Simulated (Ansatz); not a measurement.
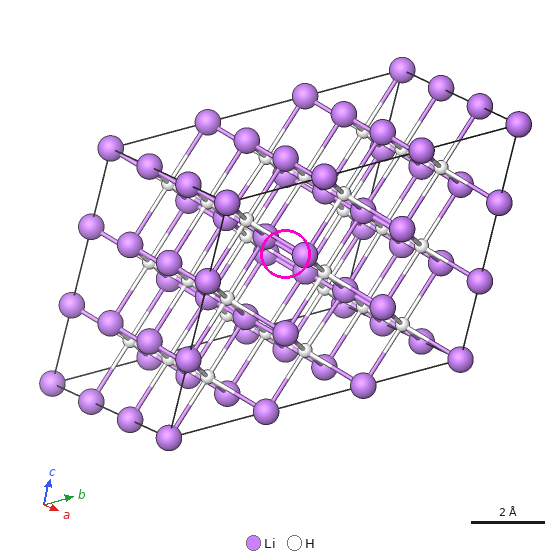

Shown here is a ball-and-stick view of the crystal, taken slightly off an axis. The edges of the supercell are marked. The host is LiH, in a cell of 54 sites, and the cell is neutral. A ring marks the defect's site.

Question: What defect is present?

Answer: A hydrogen vacancy. Around the empty site lie six Li at about 2.1 Å.

Theory: DFT PBE, scalar-relativistic, plane waves, PAW (Ansatz 0.2.0). Numerical settings: 420 eV cutoff, a 1×1×1 mesh of k-points, Gaussian smearing of 0.01 eV, collinear spins.

Question: Does the defect carry a magnetic moment?

Answer: Yes, 1.0 μB in the cell.

The atoms were relaxed in the host's cell with DFT PBE, scalar-relativistic, plane waves, PAW in Ansatz 0.2.0.
